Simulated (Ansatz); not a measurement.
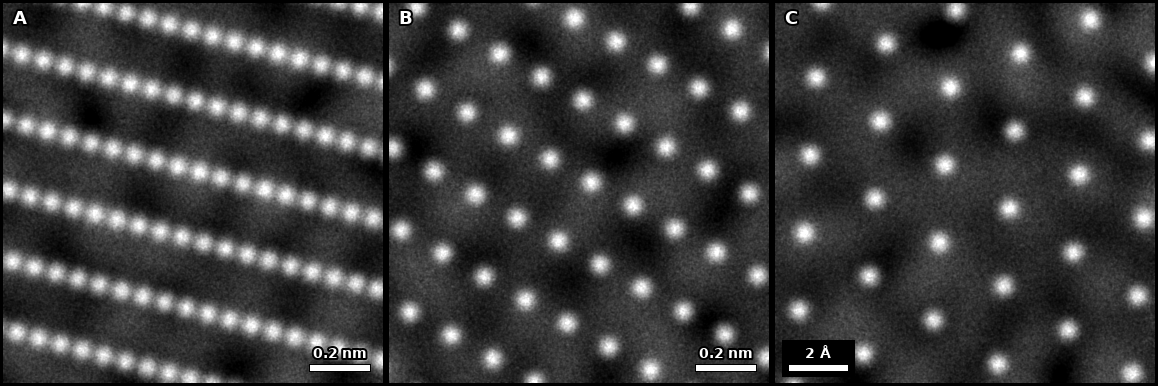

Three views of Ti (Im-3m, No. 229) along different zone axes. Simulated incoherent Z contrast: every atom adds Z^1.7 spread by a probe of 0.50 Å full width; channelling and multiple scattering are left out. The display is stretched by a gamma of 0.8; percentages refer to the linear signal. Shot noise and the speckle of an amorphous layer were added. Structure used: coordinates from a relaxation with DFT, PBE, plane waves (420 eV) with PAW, scalar-relativistic (Ansatz); the starting structure was generated, so it need not be a known form of this composition.

```cif
data_structure
_symmetry_space_group_name_H-M 'Im-3m'
_symmetry_Int_Tables_number 229
_cell_length_a 3.2602
_cell_length_b 3.2602
_cell_length_c 3.2602
_cell_angle_alpha 90.000
_cell_angle_beta 90.000
_cell_angle_gamma 90.000
_cell_volume 34.65
loop_
_atom_site_label
_atom_site_type_symbol
_atom_site_symmetry_multiplicity
_atom_site_Wyckoff_symbol
_atom_site_fract_x
_atom_site_fract_y
_atom_site_fract_z
_atom_site_occupancy
Ti1 Ti 2 a 0.00000 0.00000 0.00000 1
```

Q: Match the panels to the zone axes [110], [111] and [221].

A is [221]: projected cell 0.77 × 2.31 Å, 90°, plane group p2mm. B is [110]: projected cell 1.63 × 2.31 Å, 90°, plane group p2mm. C is [111]: projected cell 2.66 × 2.66 Å, 120°, plane group p6mm.
